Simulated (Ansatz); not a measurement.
**Single-point calculation of TiAl**

System: TiAl (P4/mmm, 2 atoms in the cell).
Method: DFT PBEsol, scalar-relativistic, plane waves, PAW, no spin polarisation (Ansatz 0.2.0).

The structure derives from an entry of the Crystallography Open Database. It belongs to a series of runs on one base structure; here: ratio of the length along z to the lengths across it x 1.05, volume and fractional coordinates fixed. Figures and captions count atoms from 1; the log counts them from 0 in places.

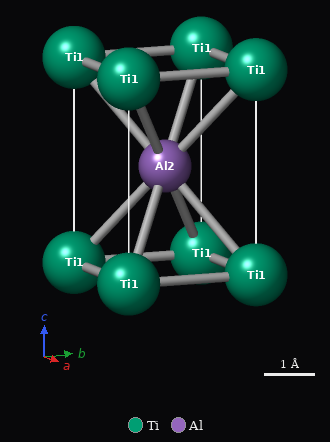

**Figure 1.** The structure (ball-and-stick view of the cell of the calculation, seen slightly off an axis; atoms are numbered from 1 in the order of the input). An atom can appear more than once, as a periodic image. Near neighbours in the periodic cell (some may lie outside the picture): Ti has 8 Al at 2.88 Å and 4 Ti at 2.79 Å; Al has 4 Al at 2.79 Å and 8 Ti at 2.88 Å.

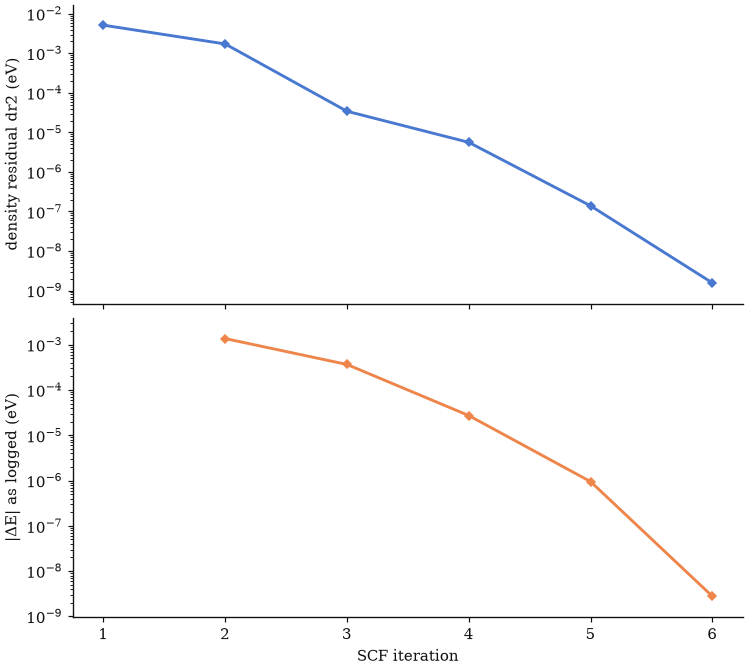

**Figure 2.** Convergence of the self-consistent field: density residual dr2 and size of the energy change against the SCF iteration. The residual falls at every step.

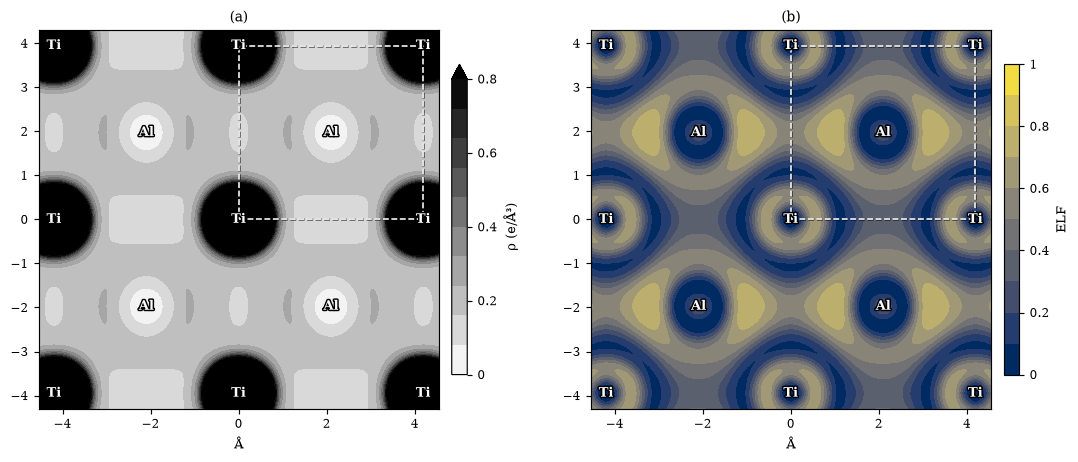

**Figure 3.** (a) valence pseudo-density; (b) electron localisation function on the (110) plane of the conventional cell. The section cuts through Ti and Al sites. Away from the nuclei the density in this plane falls to 0.13 e/Å³ at its lowest. The strong features right at Ti lie inside the PAW spheres (semicore, d or f shells) and say nothing about bonding. Core electrons are frozen (PAW), so the fields are smoothed inside the atomic spheres.

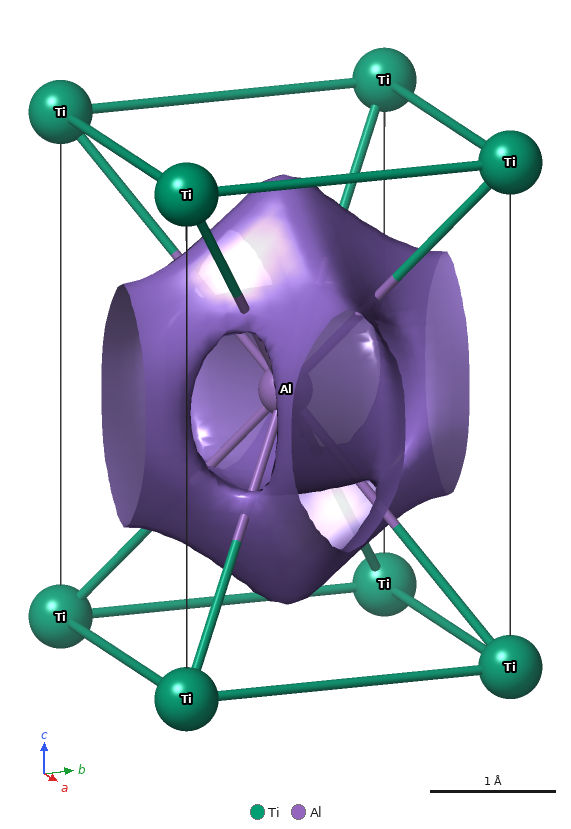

**Figure 4.** Isosurface of the ELF at 0.6 (purple), seen slightly off an axis. Core shells and regions of very low density are left out. Sticks mark near contacts. The outline is the cell set on symmetry axes. Profiles from the grid: Ti–Ti (2.79 Å): the ELF is about 0.30 at the midpoint; no localised pair between them. Al–Al (2.79 Å): the ELF peaks at about 0.70 between the atoms.

These pictures come from the run below.

## Input
```yaml
crystal:
  lattice:
    - [2.7915290929, 0.0, 0.0]
    - [0.0, 2.7915290929, 0.0]
    - [0.0, 0.0, 4.1933001544]
  atoms:
    - { symbol: Ti, position: [0.0, 0.0, 0.0] }
    - { symbol: Al, position: [0.5, 0.5, 0.5] }
basis:
  ecutwfc: 420
kpoints:
  mp_grid: { grid: [18, 18, 14] }
hamiltonian:
  xc: pbesol
scf:
  occupations: { method: gaussian, width: 0.15 }
output:
  forces: true
  stress: true
  eigenvalues: true
  write_density: true
  write_potential: true
  elf: true
  volumetric_format: npy
```

Launch command:
```bash
ansatz run input.yaml --threads 1 --pin off --max-ram 2560MiB --backend cpu --events-out ev --progress --plain --runs-dir out
```

## Log
```
Engine: ansatz 0.2.0, x86_64-unknown-linux-gnu
Pseudopotentials: kind: paw
Pseudopotential: Ti, paw, valence charge 12, recommended cutoff 420 eV (normal), Ti.paw.azcp
Pseudopotential: Al, paw, valence charge 3, recommended cutoff 420 eV (normal), Al.paw.azcp
Functional definition: PBEsol
  exchange = pbesol_x
  correlation = pbesol_c
Crystal: 2 atoms, lattice volume = 32.677 Å³
Basis set: ecut = 420 eV, 651 PW (Γ), exchange–correlation on 40×40×60 points (8 copies of the dense FFT grid, shifted against one another)
Bands: 12, of which v1, the nominal top of the filled ones, is band 8 counted from 1 (7 counted from 0)
Symmetry: 16 space group operations
Space group: P4/mmm (ITA 123), of the structure as read, at distance tolerance 3.2e-5 Å
k-points: 440 of 4536
Non-local potential: Ti, projectors of the file, l = 0: 3, l = 1: 2, l = 2: 3, l = 3: 1
Non-local potential: Al, projectors of the file, l = 0: 2, l = 1: 2, l = 2: 1
PAW form: soft (Blöchl's): semilocal exchange-correlation on the pseudo side does not see the compensation charge
PAW frozen core: Ti, regenerated for the run's functional, and the local potential with it (the file was generated under x = pbe(κ = 0.804, μ = 0.2195149727645171), c = pbe(β = 0.06672455060314922))
PAW frozen core: Al, regenerated for the run's functional, and the local potential with it (the file was generated under x = pbe(κ = 0.804, μ = 0.2195149727645171), c = pbe(β = 0.06672455060314922))
PAW one-centre angular grid: Ti, 590 points (default); XC on 64 Gauss nodes
PAW one-centre angular grid: Al, 110 points (default); XC on 64 Gauss nodes
Initial density: superposition of atomic densities (neutral atoms: chi_scale 0, normalization atom), corrected by the library's trained network
Initial wavefunctions: pseudopotential atomic-orbital guess
Functional: x = pbesol(κ = 0.804, μ = 0.12345679012345678), c = pbesol(β = 0.046)
SCF iter   1: F=—  HF=-2999.254851 eV  |F-HF|=—  |Δ(HF+E_count)|=         —  Δρ=5.08e-3  dr2=5.17e-3  ethr=1.77e-3  ⟨swp⟩=4.9  Hψ=26172  notcnv=0
preconditioner: auto → none  [metal: Δε(μ)=0.003 eV  Ē_g=5.279 eV  σ=0.150 eV  W_gap=0.01  n_scr=6 (ndim 8)  ℏωp=17.2 eV  f_vac=0.000  D(μ)=1.81/eV (n_scr^D=16)  sad-step TF]
SCF iter   2: F=—  HF=-2999.253479 eV  |F-HF|=—  |Δ(HF+E_count)|=   1.37e-3  Δρ=2.46e-3  dr2=1.73e-3  ethr=3.45e-5  ⟨swp⟩=1.5  Hψ=9653  notcnv=0
SCF iter   3: F=—  HF=-2999.253113 eV  |F-HF|=—  |Δ(HF+E_count)|=   3.67e-4  Δρ=3.39e-4  dr2=3.43e-5  ethr=1.15e-5  ⟨swp⟩=2.5  Hψ=7634  notcnv=0
SCF iter   4: F=—  HF=-2999.253085 eV  |F-HF|=—  |Δ(HF+E_count)|=   2.73e-5  Δρ=1.20e-4  dr2=5.61e-6  ethr=2.28e-7  ⟨swp⟩=2.1  Hψ=7168  notcnv=0
SCF iter   5: F=—  HF=-2999.253084 eV  |F-HF|=—  |Δ(HF+E_count)|=   9.49e-7  Δρ=2.15e-5  dr2=1.39e-7  ethr=3.74e-8  ⟨swp⟩=1.7  Hψ=6206  notcnv=0
SCF iter   6: F=-2999.253084 eV  HF=-2999.253084 eV  |F-HF|=7.53e-10  |Δ(HF+E_count)|=   2.78e-9  Δρ=2.48e-6  dr2=1.56e-9  ethr=6.67e-10  ⟨swp⟩=6.5  Hψ=22836  notcnv=0
SCF 1 converged in 6 iterations: F = -2999.253084 eV  dr2 = 1.56e-9
  greatest PAW one-centre occupation: 0.999 electrons in one spin orbital (limit 2), on the Ti atom at site 0 (counted from 0), in its partial waves of l = 0
SCF converged after 6 iterations
Free energy (F): -2999.253084 eV
Harris-Foulkes:  -2999.253084 eV  (|F-HF|=7.53e-10)
Internal energy: -2999.232283 eV  (E = F + TS)
E sigma→0 (E₀):  -2999.242684 eV
Entropy (-TS):   -0.020802 eV (-10.401 meV/atom)
Fermi energy:    10.804338 eV
--- Per-component energies (eV) ---
  E_band       = -166.083713
  E_kinetic    = 296.008480
  E_local      = -1094.505431  (includes V_loc(G=0)·N_el)
  E_nonlocal   = 20.419081
  E_hartree    = 468.920540
  E_xc         = -136.428597
  E_vxc        = -151.087500  (∫ρ·V_xc dr)
  E_paw        = -1477.749137  (= ΣΔE_a)
  E_vpaw       = -174.758289  (= ΣTr[D̂ρ^β])
  E_aug_tail   = 0.000116  (compensation charges beyond the density's cutoff)
  E_ewald      = -1076.055858
  E_core_change = 0.158523  (= ΣΔE_core)
  E_smearing   = -0.020802  (= −TS)
  E_closure    = 0.000000  (closes the sum)
  Σ components = -2999.253084   (vs F -2999.253084, Δ=0.00e0)
--- Forces (eV/Å), atoms counted from 1 ---
  atom   1  Ti    -0.00000000     0.00000000     0.00000000
  atom   2  Al    -0.00000000    -0.00000000     0.00000000
  max |Σ_I F_I| component: 2.47e-31 eV/Å
--- Stress (GPa, compression-positive) ---
       -2.781042       0.000000       0.000000
        0.000000      -2.781042       0.000000
        0.000000       0.000000      -6.138082
  P = ⅓ Tr σ = -3.9001 GPa (-39.001 kbar)
--- Band table (eV; the first three rows and the last of 440) ---
  k-point 0: bands = ["-45.5710", "-22.0730", "-21.6042", "-21.6042", "1.7588", "8.8145", "9.9601", "10.0194", "13.0385", "13.0385", "14.1975", "16.4485"]
  k-point 1: bands = ["-45.5710", "-22.0736", "-21.6042", "-21.6042", "1.8022", "8.5537", "9.9663", "10.1836", "13.0234", "13.0234", "14.1979", "16.5921"]
  k-point 2: bands = ["-45.5709", "-22.0754", "-21.6041", "-21.6041", "1.9305", "7.9987", "9.9837", "10.4687", "12.9819", "12.9819", "14.1992", "16.9967"]
  k-point 439: bands = ["-45.4386", "-22.0588", "-22.0588", "-21.9549", "8.3019", "8.6704", "8.6704", "12.7000", "12.8570", "13.4770", "15.0768", "15.0768"]
```

## Results in brief

| quantity | value |
| --- | --- |
| outcome | converged |
| space group (tolerance 0.01 Å) | P4/mmm (123) |
| electrons treated | 15 |
| free energy | −2999.2531 eV |
| Fermi energy | 10.804 eV |
| gap on the k-point mesh | none (metallic) |
| pressure | −3.90 GPa |
| largest force (length of the vector) | under 0.001 eV/Å |
| hardware | 1 thread of Intel Xeon @ 2.50GHz (Skylake/Cascade Lake), 192 GiB of memory available, shared host |
| wall time | 15 s |
| peak memory | 0.48 GiB |
